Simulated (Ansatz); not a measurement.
System: ZnS.

Input file:

```
crystal:
  lattice:
    - [3.812, 0.0, 0.0]
    - [-1.906, 3.3012888392, 0.0]
    - [0.0, 0.0, 18.68999]
  atoms:
    - { symbol: Zn, position: [0.3333333333, 0.6666666667, 0.83333] }
    - { symbol: Zn, position: [0.6666666667, 0.3333333333, 0.33333] }
    - { symbol: Zn, position: [0.6666666667, 0.3333333333, 0.66667] }
    - { symbol: Zn, position: [0.3333333333, 0.6666666667, 0.16667] }
    - { symbol: Zn, position: [0.0, 0.0, 0.5] }
    - { symbol: Zn, position: [0.0, 0.0, 0.0] }
    - { symbol: S, position: [0.3333333333, 0.6666666667, 0.95833] }
    - { symbol: S, position: [0.6666666667, 0.3333333333, 0.45833] }
    - { symbol: S, position: [0.6666666667, 0.3333333333, 0.79167] }
    - { symbol: S, position: [0.3333333333, 0.6666666667, 0.29167] }
    - { symbol: S, position: [0.0, 0.0, 0.625] }
    - { symbol: S, position: [0.0, 0.0, 0.125] }
hamiltonian:
  xc: pbe
  pseudopotentials: { kind: paw }
kpoints:
  mp_grid: { grid: [8, 8, 2] }
  band_path:
    path:
      - [[0.0, 0.0, 0.0], [0.5, 0.0, 0.0], [0.3333333333, 0.3333333333, 0.0], [0.0, 0.0, 0.0], [0.0, 0.0, 0.5], [0.5, 0.0, 0.5], [0.3333333333, 0.3333333333, 0.5], [0.0, 0.0, 0.5]]
      - [[0.5, 0.0, 0.5], [0.5, 0.0, 0.0]]
      - [[0.3333333333, 0.3333333333, 0.0], [0.3333333333, 0.3333333333, 0.5]]
    npoints: 10
scf:
  occupations: { method: fermi_dirac, width: 0.05 }
  n_extra_bands: 30
output:
  forces: true
  stress: true
  eigenvalues: true
  fatbands: false
  write_density: true
  write_potential: true
  elf: true
  volumetric_format: npy
```

Run with:

```sh
ansatz run input.yaml --threads 4 --pin off --max-ram 11264MiB --backend cpu --events-out ev --progress --plain --runs-dir out
```

Below, planes, directions and counts refer to the conventional cell (a = 3.81 Å, b = 3.81 Å, c = 18.69 Å, α = 90.00°, β = 90.00°, γ = 120.00°).

Space group P6₃mc; computed pressure about 2 GPa in this cell.

All numbers below come from Kohn-Sham DFT of a periodic cell, PBE, Ansatz PAW in Ansatz.

What will maps of the valence pseudo-density and electron localisation function show?

Answer. Zn–S (2.33 Å): the density is about 0.52 e/Å³ at the midpoint; the ELF peaks at about 0.90 in the valence shell of S, 0.8 Å from its nucleus, and is about 0.55 at the midpoint.

Does the calculation make it a metal, or give it a gap?

Answer. It is gapped, with a Kohn–Sham gap of 2.2 eV on the k-point mesh (the band edges may lie off the mesh, which would make the gap smaller).

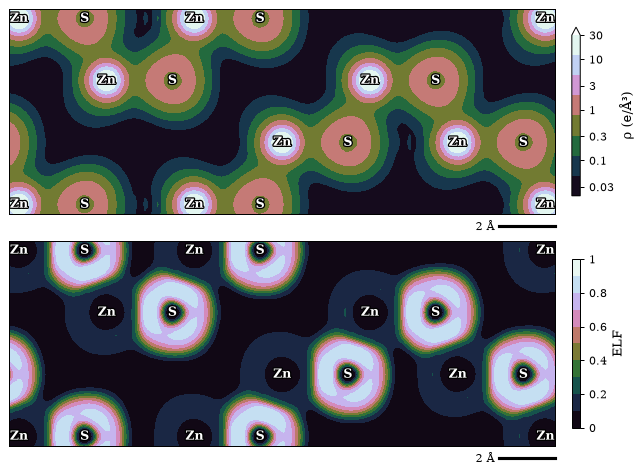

Computed valence pseudo-density and electron localisation function on the (110) plane of the conventional cell, in this order. 

The density is the valence pseudo-density of a PAW calculation; it isn't the true density close to the nuclei.
